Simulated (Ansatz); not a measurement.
**Run report: Hf2S, geometry relaxation (part 2 of 2)**

Hf2S (6 atoms in the cell); DFT r2SCAN, scalar-relativistic, plane waves, PAW, no spin polarisation (Ansatz 0.2.0); cutoff 500 eV, 12×12×4 k-mesh, Gaussian smearing of 0.1 eV. The structure derives from a Materials Project entry. It belongs to a series of runs on one base structure; here: dispersion relaxed: r2SCAN, none.

Geometry of the input (Å; fractional positions):
```
3.3743  0.0000  0.0000
-1.6871  2.9222  0.0000
0.0000  0.0000  11.7174
Hf 0.6667  0.3333  0.8998
Hf 0.3333  0.6667  0.3998
Hf 0.6667  0.3333  0.6002
Hf 0.3333  0.6667  0.1002
S  0.0000  0.0000  0.7500
S  0.0000  0.0000  0.2500
```

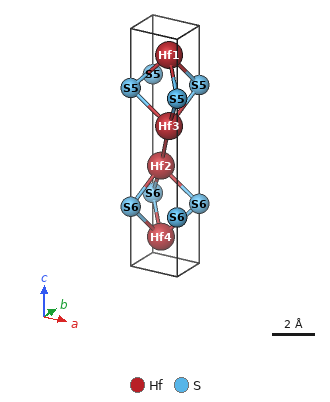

*The geometry at step 3 of the log (ball-and-stick view of the cell of the calculation, seen slightly off an axis; atoms are numbered from 1 in the order of the input).*

Log, continued
```
SCF iter   1: F=—  HF=-64750.900473 eV  |F-HF|=—  |Δ(HF+E_count)|=         —  Δρ=1.99e-4  dr2=1.05e-4  dr2_τ=7.47e-4  ethr=9.44e-8  ⟨swp⟩=2.0  Hψ=13523  notcnv=0
preconditioner: auto → Kerker (q_TF=auto, 2.727 Å⁻¹)  [metal: Δε(μ)=0.007 eV  Ē_g=17.773 eV  σ=0.100 eV  W_gap=0.04  n_scr=52 (ndim 8)  ℏωp=35.8 eV  f_vac=0.000  D(μ)=2.68/eV (n_scr^D=6)]
SCF iter   2: F=—  HF=-64750.900849 eV  |F-HF|=—  |Δ(HF+E_count)|=   3.77e-4  Δρ=1.09e-4  dr2=3.93e-5  dr2_τ=3.17e-7  ethr=9.01e-8  ⟨swp⟩=2.0  Hψ=7298  notcnv=0
SCF iter   3: F=—  HF=-64750.900842 eV  |F-HF|=—  |Δ(HF+E_count)|=   7.17e-6  Δρ=4.02e-5  dr2=6.73e-6  dr2_τ=1.78e-7  ethr=3.39e-8  ⟨swp⟩=2.0  Hψ=4541  notcnv=0
SCF iter   4: F=—  HF=-64750.900851 eV  |F-HF|=—  |Δ(HF+E_count)|=   8.75e-6  Δρ=2.62e-5  dr2=1.31e-6  dr2_τ=5.12e-8  ethr=5.80e-9  ⟨swp⟩=2.8  Hψ=6204  notcnv=0
SCF iter   5: F=—  HF=-64750.900851 eV  |F-HF|=—  |Δ(HF+E_count)|=   3.06e-9  Δρ=1.35e-5  dr2=3.21e-7  dr2_τ=2.21e-8  ethr=1.13e-9  ⟨swp⟩=2.0  Hψ=6269  notcnv=0
SCF iter   6: F=—  HF=-64750.900851 eV  |F-HF|=—  |Δ(HF+E_count)|=   1.16e-7  Δρ=4.14e-6  dr2=1.76e-8  dr2_τ=7.29e-10  ethr=2.77e-10  ⟨swp⟩=2.0  Hψ=6487  notcnv=0
SCF iter   7: F=-64750.900851 eV  HF=-64750.900851 eV  |F-HF|=1.72e-9  |Δ(HF+E_count)|=   1.45e-8  Δρ=1.08e-6  dr2=2.51e-9  dr2_τ=2.12e-10  ethr=1.47e-11  ⟨swp⟩=4.6  Hψ=14670  notcnv=0
SCF 5 converged in 7 iterations: F = -64750.900851 eV  dr2 = 2.51e-9
relax step   5: F+E_penalty+E_count = -64750.90085095 eV  Δ(F+E_penalty+E_count) = -4.527e-5 eV  max|allowed force component| = 2.553e-3 eV/Å  Δτ_max = 0.0015 Å  P = -0.004 GPa  Ω = 116.269 Å³  energy of the carried Pulay correction = -8.759e-5 eV  (7 SCF iters, dr2 threshold 1.70e-8 eV, accepted)
Initial wavefunctions: pseudopotential atomic-orbital guess (no wavefunctions were taken with the density)
iter 1 solved again at ethr=8.14e-8 eV; its pass at ethr=3.10e-3 eV (dr2=9.44e-5 eV) is discarded
SCF iter   1: F=—  HF=-64750.900926 eV  |F-HF|=—  |Δ(HF+E_count)|=         —  Δρ=4.72e-6  dr2=4.62e-9  dr2_τ=2.35e-8  ethr=8.14e-8  ⟨swp⟩=3.5  Hψ=24241  notcnv=0
eigensolver tolerance schedule: the retry pair's looser diagonalisation over-reported the residual by 20441.66 of it (diagonalisation noise at 1.16 of the residual, at the tolerance the schedule requests for it); recorded, not acted on — ethr = c·dr2/N_el stays at c = 1.0e-1
preconditioner: auto → Kerker (q_TF=auto, 2.727 Å⁻¹)  [metal: Δε(μ)=0.005 eV  Ē_g=17.773 eV  σ=0.100 eV  W_gap=0.03  n_scr=52 (ndim 8)  ℏωp=35.8 eV  f_vac=0.000  D(μ)=2.69/eV (n_scr^D=6)]
SCF iter   2: F=—  HF=-64750.900934 eV  |F-HF|=—  |Δ(HF+E_count)|=   7.87e-6  Δρ=2.50e-6  dr2=2.21e-9  dr2_τ=1.33e-9  ethr=3.98e-12  ⟨swp⟩=3.4  Hψ=10544  notcnv=0
SCF iter   3: F=—  HF=-64750.900934 eV  |F-HF|=—  |Δ(HF+E_count)|=   2.84e-9  Δρ=1.45e-6  dr2=9.91e-10  dr2_τ=4.49e-10  ethr=1.90e-12  ⟨swp⟩=2.0  Hψ=6235  notcnv=0
SCF iter   4: F=—  HF=-64750.900934 eV  |F-HF|=—  |Δ(HF+E_count)|=   1.51e-9  Δρ=4.64e-7  dr2=2.33e-10  dr2_τ=3.79e-11  ethr=1.00e-12  ⟨swp⟩=2.0  Hψ=6384  notcnv=0
SCF iter   5: F=-64750.900934 eV  HF=-64750.900934 eV  |F-HF|=2.18e-11  |Δ(HF+E_count)|=  1.75e-10  Δρ=1.03e-7  dr2=2.98e-11  dr2_τ=4.18e-13  ethr=1.00e-12  ⟨swp⟩=3.1  Hψ=14909  notcnv=0
SCF 6 converged in 5 iterations: F = -64750.900934 eV  dr2 = 2.98e-11
relax step   6: F+E_penalty+E_count = -64750.90093387 eV  Δ(F+E_penalty+E_count) = -8.292e-5 eV  max|allowed force component| = 2.584e-3 eV/Å  Δτ_max = 0.0000 Å  P = -0.004 GPa  Ω = 116.269 Å³  stress off target by 1.88e-2 GPa  SCF on the basis re-selected at this cell (its energy is not comparable with the rows above)  (5 SCF iters)
basis re-selected at this cell: Δ(F+E_penalty+E_count) = -8.292e-5 eV, ΔP = +0.001 GPa vs the last step (what re-selecting the basis moved, of the pressure what is left beyond the Pulay correction that the steps carried, after the strain that the cell walked since its last selection, with what the two solves' SCF thresholds leave and, on support functions, any second-order correction that the steps lacked; it is no measure of the basis error at this ecutwfc). This SCF's stress stands 1.88e-2 GPa from its target on what of the cell is left free (relax.cell.stress_tol is 5.00e-2 GPa) and its largest allowed force component is 2.58e-3 eV/Å (relax.f_tol is 1.00e-2 eV/Å): within both
SCF converged after 5 iterations
Free energy (F): -64750.900934 eV
Harris-Foulkes:  -64750.900934 eV  (|F-HF|=2.18e-11)
Internal energy: -64750.887490 eV  (E = F + TS)
E sigma→0 (E₀):  -64750.894212 eV
Entropy (-TS):   -0.013444 eV (-2.241 meV/atom)
Fermi energy:    18.469726 eV
--- Per-component energies (eV) ---
  E_band       = -6.214941
  E_kinetic    = 1912.229540
  E_local      = -22330.254570  (includes V_loc(G=0)·N_el)
  E_nonlocal   = -4939.692899
  E_hartree    = 10485.461855
  E_xc         = -1319.253527
  E_vxc        = -1364.402831  (∫ρ·V_xc dr)
  E_paw        = -29025.422021  (= ΣΔE_a)
  E_vpaw       = 5679.054094  (= ΣTr[D̂ρ^β])
  E_aug_tail   = -0.000002  (compensation charges beyond the density's cutoff)
  E_vtau       = 65.928212  (kinetic-family band-sum trace: ∫τ·v_τ [+ j·A + Jᵃ·Aᵃ] dr)
  E_ewald      = -19535.022421
  E_core_change = 1.066554  (= ΣΔE_core)
  E_smearing   = -0.013444  (= −TS)
  E_closure    = 0.000000  (closes the sum)
  Σ components = -64750.900934   (vs F -64750.900934, Δ=0.00e0)
--- Forces (eV/Å), atoms counted from 1 ---
  atom   1  Hf     0.00000000     0.00000000    -0.00258409
  atom   2  Hf     0.00000000    -0.00000000    -0.00258409
  atom   3  Hf     0.00000000     0.00000000     0.00258409
  atom   4  Hf     0.00000000    -0.00000000     0.00258409
  atom   5  S     -0.00000000    -0.00000000    -0.00000000
  atom   6  S     -0.00000000     0.00000000     0.00000000
  max |Σ_I F_I| component: 2.31e-17 eV/Å
--- Stress (GPa, compression-positive) ---
       -0.014909       0.000000       0.000000
       -0.000000      -0.014909      -0.000000
        0.000000      -0.000000       0.018784
  P = ⅓ Tr σ = -0.0037 GPa (-0.037 kbar)
--- Band table (eV; the first three rows and the last of 57) ---
  k-point 0: bands = ["-45.7379", "-45.7349", "-45.6884", "-45.6853", "-14.1237", "-14.0072", "-13.6600", "-13.5901", "-13.5901", "-13.5808", "-13.5808", "-13.5326", "-13.4883", "-13.4883", "-13.4788", "-13.4788", "2.1094", "2.2274", "5.8231", "5.8291", "5.8291", "5.8349", "5.8421", "5.8421", "5.8429", "5.8429", "5.8485", "5.8485", "5.8521", "5.8550", "5.8615", "5.8719", "5.8733", "5.8733", "5.8746", "5.8757", "5.8767", "5.8767", "5.8823", "5.8823", "5.8878", "5.8878", "5.9155", "5.9156", "5.9194", "5.9195", "10.0864", "11.0576", "13.4934", "14.5997", "14.5997", "14.7803", "14.7803", "15.2064", "16.5002", "18.1150", "18.4441", "18.8663", "18.8663", "18.9707", "18.9707", "19.2692", "19.2692", "20.4505", "20.4505", "21.0772", "21.2479", "21.2479", "21.8099", "21.8099"]
  k-point 1: bands = ["-45.7375", "-45.7354", "-45.6880", "-45.6858", "-14.1099", "-14.0290", "-13.6366", "-13.5889", "-13.5889", "-13.5823", "-13.5823", "-13.5479", "-13.4868", "-13.4868", "-13.4801", "-13.4801", "2.1263", "2.2097", "5.8242", "5.8305", "5.8305", "5.8322", "5.8390", "5.8390", "5.8443", "5.8443", "5.8477", "5.8477", "5.8529", "5.8562", "5.8613", "5.8692", "5.8757", "5.8757", "5.8758", "5.8769", "5.8774", "5.8774", "5.8819", "5.8819", "5.8863", "5.8863", "5.9155", "5.9156", "5.9195", "5.9195", "10.1961", "10.8639", "13.7670", "14.6246", "14.6246", "14.7521", "14.7521", "14.9387", "16.6726", "17.5937", "18.8099", "18.8099", "18.9092", "18.9092", "19.0661", "19.5231", "19.5231", "20.5150", "20.5150", "20.6286", "20.9322", "20.9322", "21.5850", "21.5850"]
  k-point 2: bands = ["-45.7365", "-45.7365", "-45.6868", "-45.6868", "-14.0732", "-14.0732", "-13.5886", "-13.5886", "-13.5857", "-13.5857", "-13.5857", "-13.5857", "-13.4833", "-13.4833", "-13.4833", "-13.4833", "2.1676", "2.1676", "5.8275", "5.8275", "5.8342", "5.8342", "5.8342", "5.8342", "5.8460", "5.8460", "5.8460", "5.8460", "5.8549", "5.8549", "5.8647", "5.8647", "5.8772", "5.8772", "5.8785", "5.8785", "5.8785", "5.8785", "5.8826", "5.8826", "5.8826", "5.8826", "5.9156", "5.9156", "5.9195", "5.9195", "10.4931", "10.4931", "14.3576", "14.3576", "14.6868", "14.6868", "14.6868", "14.6868", "17.0644", "17.0644", "18.8170", "18.8170", "18.8170", "18.8170", "19.8688", "19.8688", "20.0545", "20.0545", "20.0545", "20.0545", "21.1432", "21.1432", "21.1432", "21.1432"]
  k-point 56: bands = ["-45.6924", "-45.6924", "-45.6896", "-45.6896", "-13.9526", "-13.9526", "-13.9160", "-13.9160", "-13.8888", "-13.8888", "-13.6915", "-13.6915", "-13.6206", "-13.6206", "-13.5768", "-13.5768", "3.4053", "3.4053", "5.8391", "5.8391", "5.8489", "5.8489", "5.8498", "5.8498", "5.8525", "5.8525", "5.8597", "5.8597", "5.8620", "5.8620", "5.8667", "5.8667", "5.8685", "5.8685", "5.8729", "5.8729", "5.8813", "5.8813", "5.8828", "5.8828", "5.9027", "5.9027", "5.9029", "5.9029", "5.9233", "5.9233", "11.5588", "11.5588", "11.7162", "11.7162", "12.4018", "12.4018", "16.5135", "16.5135", "16.9537", "16.9537", "17.3906", "17.3906", "18.6618", "18.6618", "20.7400", "20.7400", "21.3098", "21.3098", "21.7776", "21.7776", "22.5403", "22.5403", "22.6964", "22.6964"]
--- Relaxed structure (5 steps of the walk, 4 accepted, 1 SCFs on fresh bases) ---
  F+E_penalty+E_count = -64750.90093387 eV   max|allowed force component| = 2.584e-3 eV/Å   (the final SCF, on the basis selected at the relaxed cell)
  cell:  # Å, volume = 116.2685 Å³
    - [3.381717504677925, -3.558076437406138e-34, -2.2237977733788364e-35]
    - [-1.6908587523389624, 2.9286532674736043, -2.739831842561266e-35]
    - [-7.722296846312722e-35, -1.5444593692625444e-34, 11.739696752127324]
  atoms:
    - { symbol: Hf, position: [0.6666666666666666, 0.33333333333333326, 0.8997461221260492] }
    - { symbol: Hf, position: [0.33333333333333326, 0.6666666666666665, 0.39974612212604943] }
    - { symbol: Hf, position: [0.6666666666666666, 0.33333333333333326, 0.6002538778739505] }
    - { symbol: Hf, position: [0.33333333333333326, 0.6666666666666665, 0.10025387787395058] }
    - { symbol: S, position: [-3.893322078453003e-34, -2.899436926078528e-34, 0.7499999999999999] }
    - { symbol: S, position: [-4.740532102284245e-34, 1.494342788263046e-34, 0.24999999999999997] }
```

Trajectory as extended XYZ (Å, eV, eV/Å), 6 frames, from step=1 to step=6
```
6
Lattice="3.3743 0.0000 0.0000 -1.6871 2.9222 0.0000 0.0000 0.0000 11.7174" Properties=species:S:1:pos:R:3:forces:R:3 step=1 energy=-64750.89891 pressure_GPa=0.89
Hf    1.6871    0.9741   10.5435    0.0000   0.0000  -0.0153
Hf    0.0000    1.9481    4.6848    0.0000   0.0000  -0.0153
Hf    1.6871    0.9741    7.0327    0.0000   0.0000   0.0153
Hf    0.0000    1.9481    1.1739    0.0000   0.0000   0.0153
S     0.0000    0.0000    8.7881    0.0000   0.0000   0.0000
S     0.0000    0.0000    2.9294    0.0000   0.0000   0.0000
6
Lattice="3.4089 0.0000 0.0000 -1.7045 2.9522 0.0000 0.0000 0.0000 11.8340" Properties=species:S:1:pos:R:3:forces:R:3 step=2 energy=-64750.85175 pressure_GPa=-3.24 accepted=F
Hf    1.7045    0.9841   10.6201    0.0000   0.0000   0.3469
Hf    0.0000    1.9682    4.7031    0.0000   0.0000   0.3469
Hf    1.7045    0.9841    7.1309    0.0000   0.0000  -0.3469
Hf    0.0000    1.9682    1.2139    0.0000   0.0000  -0.3469
S     0.0000    0.0000    8.8755    0.0000   0.0000   0.0000
S     0.0000    0.0000    2.9585    0.0000   0.0000   0.0000
6
Lattice="3.3821 0.0000 0.0000 -1.6910 2.9290 0.0000 0.0000 0.0000 11.7300" Properties=species:S:1:pos:R:3:forces:R:3 step=3 energy=-64750.90068 pressure_GPa=0.09
Hf    1.6910    0.9763   10.5516    0.0000   0.0000   0.0273
Hf    0.0000    1.9526    4.6866    0.0000   0.0000   0.0273
Hf    1.6910    0.9763    7.0434    0.0000   0.0000  -0.0273
Hf    0.0000    1.9526    1.1784    0.0000   0.0000  -0.0273
S     0.0000    0.0000    8.7975    0.0000   0.0000   0.0000
S     0.0000    0.0000    2.9325    0.0000   0.0000   0.0000
6
Lattice="3.3818 0.0000 0.0000 -1.6909 2.9287 0.0000 0.0000 0.0000 11.7367" Properties=species:S:1:pos:R:3:forces:R:3 step=4 energy=-64750.90081 pressure_GPa=0.03
Hf    1.6909    0.9762   10.5585    0.0000   0.0000   0.0165
Hf    0.0000    1.9525    4.6902    0.0000   0.0000   0.0165
Hf    1.6909    0.9762    7.0465    0.0000   0.0000  -0.0165
Hf    0.0000    1.9525    1.1781    0.0000   0.0000  -0.0165
S     0.0000    0.0000    8.8025    0.0000   0.0000   0.0000
S     0.0000    0.0000    2.9342    0.0000   0.0000   0.0000
6
Lattice="3.3817 0.0000 0.0000 -1.6909 2.9287 0.0000 0.0000 0.0000 11.7397" Properties=species:S:1:pos:R:3:forces:R:3 step=5 energy=-64750.90085 pressure_GPa=-0.00
Hf    1.6909    0.9762   10.5627    0.0000   0.0000  -0.0026
Hf    0.0000    1.9524    4.6929    0.0000   0.0000  -0.0026
Hf    1.6909    0.9762    7.0468    0.0000   0.0000   0.0026
Hf    0.0000    1.9524    1.1769    0.0000   0.0000   0.0026
S     0.0000    0.0000    8.8048    0.0000   0.0000   0.0000
S     0.0000    0.0000    2.9349    0.0000   0.0000   0.0000
6
Lattice="3.3817 0.0000 0.0000 -1.6909 2.9287 0.0000 0.0000 0.0000 11.7397" Properties=species:S:1:pos:R:3:forces:R:3 step=6 energy=-64750.90093 pressure_GPa=-0.00
Hf    1.6909    0.9762   10.5627    0.0000   0.0000  -0.0026
Hf    0.0000    1.9524    4.6929    0.0000   0.0000  -0.0026
Hf    1.6909    0.9762    7.0468    0.0000   0.0000   0.0026
Hf    0.0000    1.9524    1.1769    0.0000   0.0000   0.0026
S     0.0000    0.0000    8.8048    0.0000   0.0000   0.0000
S     0.0000    0.0000    2.9349    0.0000   0.0000   0.0000
```

Summary

- outcome: converged
- space group (tolerance 0.01 Å): P6₃/mmc (194)
- electrons treated: 116
- free energy: −64750.9009 eV
- Fermi energy: 18.470 eV
- gap on the k-point mesh: none (metallic)
- pressure: 0.00 GPa
- final volume: 116.27 Å³
- largest force (length of the vector) at the end: 0.003 eV/Å
- final cell: a = 3.382 Å, b = 3.382 Å, c = 11.740 Å, α = 90.00°, β = 90.00°, γ = 120.00°
- hardware: 1 thread of Arm Neoverse V1, 24 GiB of memory available, shared host
- wall time: 6.8 min
- peak memory: 0.87 GiB

Notes

Spin–orbit coupling is left out, which matters for Hf.
